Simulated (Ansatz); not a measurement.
```yaml
crystal:
  lattice:
    - [4.18985, 0.00000, 0.00000]
    - [-2.09493, 3.62852, 0.00000]
    - [0.00000, 0.00000, 13.72032]
  atoms:
    - { symbol: Sr, position: [0.00000, 0.00000, 0.00000] }
    - { symbol: Sr, position: [0.33333, 0.66667, 0.25000] }
    - { symbol: Sr, position: [0.00000, 0.00000, 0.50000] }
    - { symbol: Sr, position: [0.66667, 0.33333, 0.75000] }
```

Space group P6₃/mmc; a structure from a database of computed crystals, not necessarily the ambient phase.

Level of theory: Ansatz 0.2.0, DFT PBEsol, scalar-relativistic, plane waves, PAW.

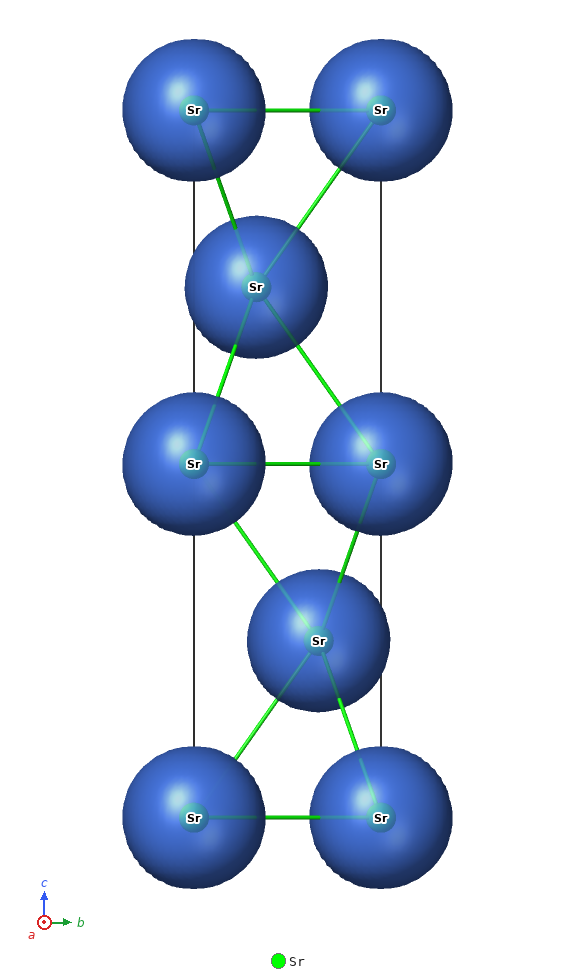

Sr. Isosurface of the valence pseudo-density at 0.1 e/Å³ (blue), seen along the a axis. Sticks mark near contacts.

The density is the valence pseudo-density of a PAW calculation; it isn't the true density close to the nuclei.

Q: How is the density connected at this value?

A: At this value the density breaks into separate islands; it holds about 80 % of the electrons treated as valence (semicore included). It bridges none of the near contacts. It is pinched off along the shortest Sr–Sr (4.19 Å) contacts. On the grid the lowest density along these lines, outside the cores, is 0.04 e/Å³ (Sr–Sr, 4.19 Å).
